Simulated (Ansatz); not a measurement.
## SiC (P6_3mc): how ε∞ follows the gap

The empty bands of SiC (P6_3mc) are shifted up rigidly by Δ, and ε∞ along x is computed for each shift. x, y and z are the Cartesian axes of the input cell.

It takes space group P6_3mc (No. 186, hexagonal). Conventional cell: a = 3.076 Å, b = 3.076 Å, c = 5.048 Å, α = 90.00°, β = 90.00°, γ = 120.00°. Si on site b is surrounded by 4 C at 1.87 to 1.94 Å. C on site b is surrounded by 4 Si at 1.87 to 1.94 Å.

Method: Ansatz 0.2.0, PBE, independent particles, k-mesh 9×9×5 with interpolation inside its cells, Gaussian parameter 0.1 eV.

Launch of the response step: `ansatz run input.yaml --threads 4 --pin off --max-ram 8192MiB --backend cpu --events-out ev --progress --plain --runs-dir out`. The series took 1.7 min in all, on 4 threads of Arm Neoverse V1, on a shared host.

| Δ (eV) | ε∞ along x |
| --- | --- |
| 0.00 | 7.106 |
| 0.40 | 6.801 |
| 0.80 | ? |
| 1.20 | 6.276 |
| 1.60 | 6.050 |
| 2.00 | 5.842 |

With one effective transition at E₀ and fixed dipole strength, ε∞ − 1 = A/(E₀ + Δ), so 1/(ε∞ − 1) is linear in Δ.

Working, on the rows shown:

| x = Δ (eV) | y = 1/(ε∞ − 1) |
| --- | --- |
| 0 | 0.163773 |
| 0.4 | 0.172384 |
| 1.2 | 0.189538 |
| 1.6 | 0.19802 |
| 2 | 0.206526 |

Means: x̄ = 1.04, ȳ = 0.18605. Σ(x − x̄)(y − ȳ) = 0.05883, Σ(x − x̄)² = 2.752. Slope = 0.05883 / 2.752 = 0.02138; intercept = ȳ − slope · x̄ = 0.16382. Turned back into ε∞ along x, the line misses the rows shown by at most 0.0019.

Question: Predict the last column of the withheld row from the fit.

Answer: At x = 0.8 the line gives y = 0.18092, that is 6.527. The run gave 6.525, so the interpolation is off by 0.0024, 0.2 % of the range in the table.

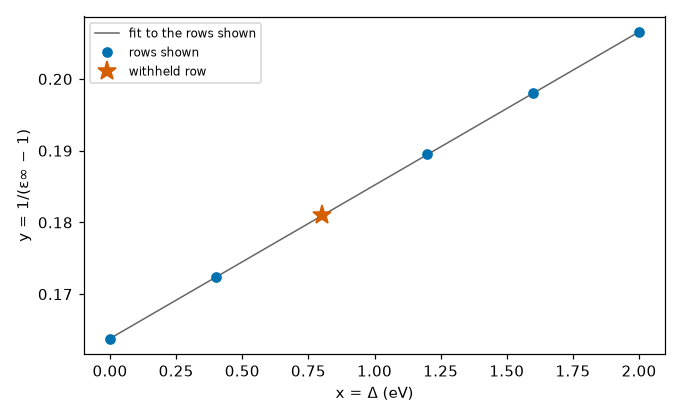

Refitted with all rows, the slope is 0.02137 and the intercept 0.16383. These give E₀ = intercept/slope = 7.7 eV, far above the least direct gap of 4.12 eV: most of the screening comes from transitions well over the edge. Over the first step ε∞ falls by 11 % per eV. The measured fundamental gap is 3.33 eV (arxiv:2009.14696 (2020)), against 2.32 eV for the same gap here, so it asks for Δ = 1.01 eV, where the line gives ε∞ = 6.40. Excitons are left out and so are local fields; PBE gaps are as a rule too small.
